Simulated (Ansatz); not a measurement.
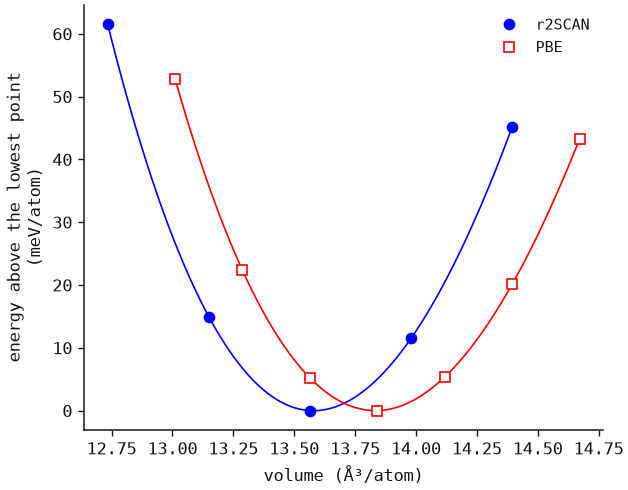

The figure shows the energy above the lowest point against volume, with one curve for each functional, for Ru (space group Fm-3m).

How it was computed, with Ansatz 0.2.0 development build: equation of state of a cubic crystal from periodic Kohn-Sham density functional theory without spin, third-order Birch-Murnaghan fit to the free energies; pressure corrected for the finite basis.

| setting | value |
| --- | --- |
| structure type | fcc |
| atoms in cell | 1 |
| space group number | 225 |
| lattice centring | face-centred primitive |
| occupation method | Fermi–Dirac |
| datasets | soft-1 PAW |
| density tolerance | 1e−07 eV |
| bands | 12 |
| density cutoff ratio | 4 |
| search for lower states | default |

Settings that differ: r2SCAN: wave cutoff 500 eV, k mesh 15×15×15, occupation width 0.1 eV; PBE: wave cutoff 420 eV, k mesh 25×25×25, occupation width 0.0612 eV.

Question: Order the curves by fitted equilibrium volume, smallest first.

Answer: r2SCAN 13.58, PBE 13.83 Å³/atom.

Question: Order the curves by fitted bulk modulus, smallest first.

Answer: PBE 306, r2SCAN 331 GPa.

Note: cubic model structure, not the ambient form; modest k-mesh, values are not fully converged in k (r2SCAN).
